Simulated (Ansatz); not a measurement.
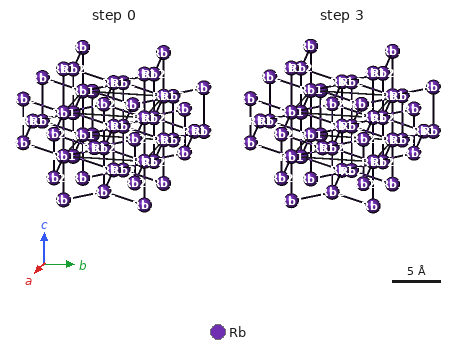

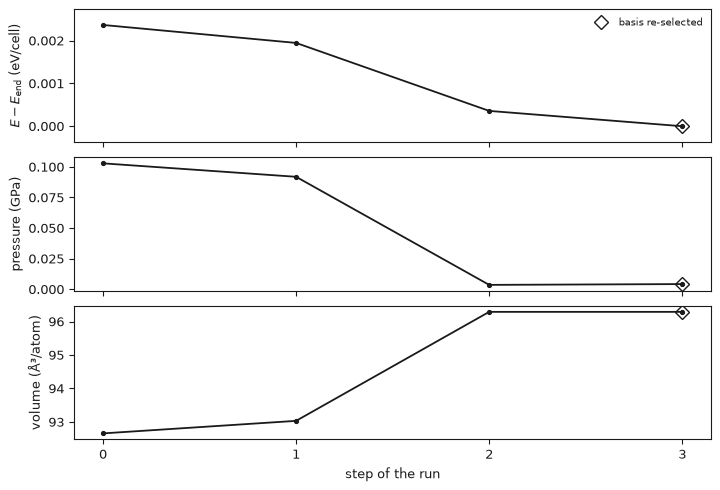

First and last geometry of a relaxation of solid Rb (built on the beta-tin_141 type), with the history of the run. A ball-and-stick model of the conventional cell (2 times the calculation's cell), seen slightly off an axis. Lengths and directions refer to the drawn axes.

Case: beta-tin type (I4_1/amd, No. 141).

These are results of Ansatz, DFT r2SCAN, scalar-relativistic, plane waves, PAW, not measurements. Set-up: plane-wave cutoff 500 eV; k-point mesh 14 × 14 × 14; occupations gaussian; smearing width 0.1 eV; no spin polarisation; cell and atoms relaxed; force threshold 0.01 eV/Å; at most 80 steps.

What do the curves and the structures tell?

It converged. No atom moves by more than 0.005 Å relative to the cell. The volume changes by +3.9 %, with a = b 8.791 → 8.902 Å (+1.3 %), c 4.796 → 4.860 Å (+1.3 %). Some distances before and after: Rb1–Rb1 4.796 → 4.860 Å, Rb1–Rb2 4.556 → 4.614 Å. The space group stays I4_1/amd (No. 141). After 2 accepted moves (3 points after the start) the energy has fallen by 2.4 meV per cell of the calculation. All forces vanish by symmetry, so only the cell relaxes. The pressure goes from 0.10 to 0.00 GPa. The SCF was repeated once at an unchanged geometry on a basis and grid sized afresh for the cell, which shifted the energy by 0.4 meV per cell of the calculation at most. The run took of the order of 5 core-minutes on a shared host.
